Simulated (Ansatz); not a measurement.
**Ca: 6 runs along one coordinate**

System: Ca (2 atoms in the cell).
Method: DFT, PBEsol, plane waves (420 eV) with PAW, scalar-relativistic, no spin polarisation (Ansatz 0.2.0).

The 6 runs differ only in the geometry, by an even scaling of the cell at fixed fractional positions.

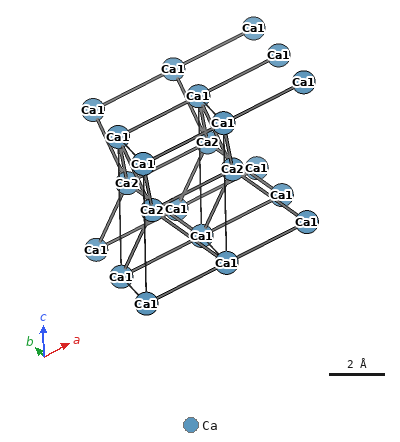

Figure 1. The structure of run 4 (ball-and-stick view of the reduced cell, repeated 2 × 2 × 1, seen slightly off an axis; atoms are numbered from 1 in the order of the input).

**Input of run 4**
```yaml
crystal:
  lattice:
    - [-3.4055262048, 3.4058890322, 1.842871385]
    - [3.4058890322, -3.4055262048, 1.842871385]
    - [3.4074934825, 3.4074934825, -1.8422068658]
  atoms:
    - { symbol: Ca, position: [0.9999717905, 2.82095e-05, 0.0] }
    - { symbol: Ca, position: [0.7500282095, 0.2499717905, 0.5] }
hamiltonian:
  xc: pbesol
  pseudopotentials:
    kind: paw
    azcp:
      Ca: "pseudopotentials/Ca.paw.azcp"
basis:
  ecutwfc: 420
  fft_grid_basis: typed
kpoints:
  mp_grid: { grid: [11, 11, 8], shift: [0, 0, 0] }
magnetization:
  spin_polarized: false
scf:
  occupations: { method: fermi_dirac, width: 0.1 }
  lower_state_search: "off"
output:
  stress: true
```

Run 5 differs from it as follows:
```diff
-    - [-3.4055262048, 3.4058890322, 1.842871385]
-    - [3.4058890322, -3.4055262048, 1.842871385]
-    - [3.4074934825, 3.4074934825, -1.8422068658]
+    - [-3.4486387082, 3.4490061289, 1.8662013475]
+    - [3.4490061289, -3.4486387082, 1.8662013475]
+    - [3.4506308908, 3.4506308908, -1.8655284158]
```

**Results, with one run withheld**

```csv
run,volume per atom (Å³),"free energy per atom, from the lowest run given (meV)",pressure (GPa)
1,36.194,29.64,2.10
2,37.839,12.40,1.28
3,41.130,0.00,−0.01
4,42.775,2.71,−0.51
5,44.420,?,?
6,46.065,21.77,−1.30
```

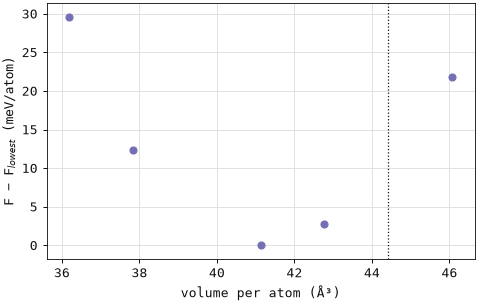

Figure 2. Free energy per atom of the runs given; the dotted line marks run 5.

Estimate the energy of run 5 from the others.

A cubic polynomial in V^(−2/3) (the Birch–Murnaghan form), fitted to the 5 runs given, misses them by under 0.01 meV per atom. With x = V^(−2/3) − 0.08472 Å⁻², it reads F = 0.33097 + 858.29 x + 5.5176e+05 x² − 3.3025e+06 x³ (meV per atom). At run 5 it gives 10.20 meV per atom, and the run itself gives 10.21. The slope of the fit gives a pressure −dF/dV of −0.94 GPa there, and the run prints −0.94 GPa. The fit has its minimum at 41.114 Å³ per atom, where V d²F/dV² gives 13.7 GPa. Cell shape and fractional positions are held, so this is the stiffness under even scaling; the relaxed bulk modulus wasn't computed.

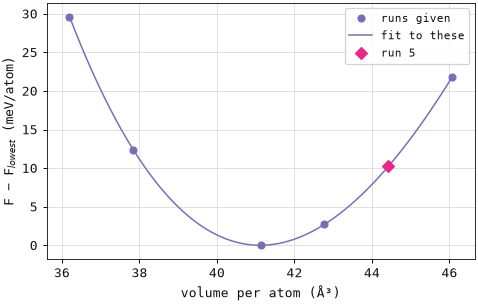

Figure 3. The fit and the withheld run.

**Output, shortened to warnings, some set-up lines, iterations and results (run 5)**
```
Warning: [file] the record states the generating functional pbe (its physics header spells it `PBE`), which answers neither for hamiltonian.xc's functional nor for the pbesol family's — results may be inconsistent (PPs are generated against a specific XC)
Basis set: ecut = 420 eV, 1747 PW (Γ)
Symmetry: 4 space group operations
k-points: 270 of 968
Initial density: superposition of atomic densities (neutral atoms: chi_scale 0, normalization atom), corrected by the library's trained network
[...]
SCF iter   1: F=—  HF=-3586.974680 eV  |F-HF|=—  |Δ(HF+E_count)|=         —  Δρ=2.43e-3  dr2=7.39e-3  ethr=1.77e-3  ⟨swp⟩=6.8  Hψ=24126  notcnv=0
SCF iter   2: F=—  HF=-3586.973893 eV  |F-HF|=—  |Δ(HF+E_count)|=   7.87e-4  Δρ=1.29e-3  dr2=2.53e-3  ethr=3.70e-5  ⟨swp⟩=1.8  Hψ=6656  notcnv=0
SCF iter   3: F=—  HF=-3586.973379 eV  |F-HF|=—  |Δ(HF+E_count)|=   5.14e-4  Δρ=3.38e-4  dr2=2.42e-4  ethr=1.26e-5  ⟨swp⟩=2.5  Hψ=5913  notcnv=0
SCF iter   4: F=—  HF=-3586.973329 eV  |F-HF|=—  |Δ(HF+E_count)|=   5.01e-5  Δρ=7.25e-5  dr2=2.45e-6  ethr=1.21e-6  ⟨swp⟩=1.9  Hψ=4264  notcnv=0
SCF iter   5: F=—  HF=-3586.973329 eV  |F-HF|=—  |Δ(HF+E_count)|=   2.18e-7  Δρ=1.51e-5  dr2=3.77e-7  ethr=1.22e-8  ⟨swp⟩=2.1  Hψ=6722  notcnv=0
SCF iter   6: F=-3586.973329 eV  HF=-3586.973329 eV  |F-HF|=1.08e-9  |Δ(HF+E_count)|=   2.66e-8  Δρ=2.91e-6  dr2=1.20e-8  ethr=5.00e-10  ⟨swp⟩=4.1  Hψ=11322  notcnv=0
SCF 1 converged in 6 iterations: F = -3586.973329 eV  dr2 = 1.20e-8
SCF converged after 6 iterations
Free energy (F): -3586.973329 eV
Harris-Foulkes:  -3586.973329 eV  (|F-HF|=1.08e-9)
Internal energy: -3586.877014 eV  (E = F + TS)
E sigma→0 (E₀):  -3586.925171 eV
Entropy (-TS):   -0.096315 eV (-48.158 meV/atom)
Fermi energy:    4.459273 eV
--- Per-component energies (eV) ---
  E_band       = -360.917265
  E_kinetic    = 549.975083
  E_local      = -1750.935474  (includes V_loc(G=0)·N_el)
  E_nonlocal   = 129.391939
  E_hartree    = 587.936355
  E_xc         = -267.936598
  E_vxc        = -335.654514  (∫ρ·V_xc dr)
  E_paw        = -1673.413348  (= ΣΔE_a)
  E_vpaw       = -129.569240  (= ΣTr[D̂ρ^β])
  E_aug_tail   = -0.000012  (compensation charges beyond the density's cutoff)
  E_ewald      = -1162.132548
  E_core_change = 0.237589  (= ΣΔE_core)
  E_smearing   = -0.096315  (= −TS)
  E_closure    = -0.000000  (closes the sum)
  Σ components = -3586.973329   (vs F -3586.973329, Δ=0.00e0)
--- Stress (GPa, compression-positive) ---
       -0.877850       0.006590      -0.001610
        0.006590      -0.877850      -0.001610
       -0.001610      -0.001610      -1.060457
  P = ⅓ Tr σ = -0.9387 GPa (-9.387 kbar)
```

The program warns: the PAW datasets were made with another functional.
